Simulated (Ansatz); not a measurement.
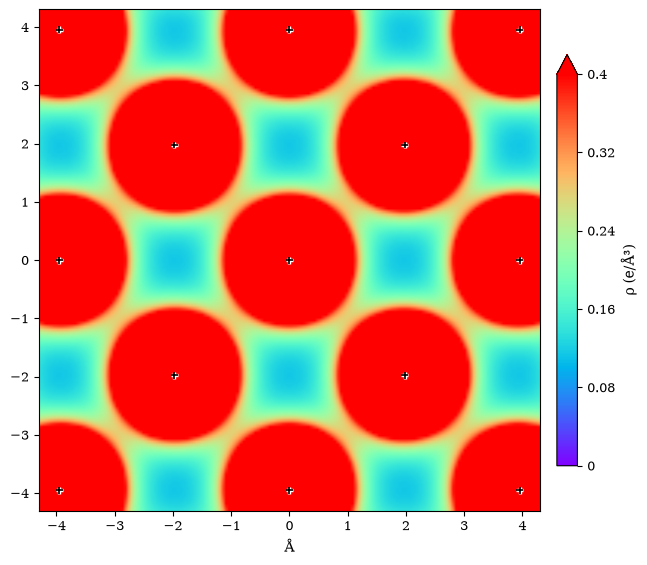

The valence pseudo-density on a plane through atoms (crosses mark nuclei in the plane).

Computed with DFT PBEsol, scalar-relativistic, plane waves, PAW in Ansatz 0.2.0.

Candidates:
A. Zr, a = 4.24 Å, b = 4.24 Å, c = 4.24 Å, α = 90.00°, β = 90.00°, γ = 90.00°. Space group Fm-3m; changed on purpose from its base cell (Mo replaced by Zr, lengths x 1.082, strained and moved within the space group); computed pressure about 19 GPa in this cell.
B. Pd, a = 3.95 Å, b = 3.95 Å, c = 3.95 Å, α = 90.00°, β = 90.00°, γ = 90.00°. Space group Fm-3m; changed on purpose from its base cell (Mo replaced by Pd, lengths x 0.942, strained and moved within the space group); computed pressure about −11 GPa in this cell.

> Which candidate gave the map?

Candidate B: Pd on the (100) plane of the conventional cell, which holds Pd. Pd–Pd (2.80 Å): the density is about 0.28 e/Å³ at the midpoint.
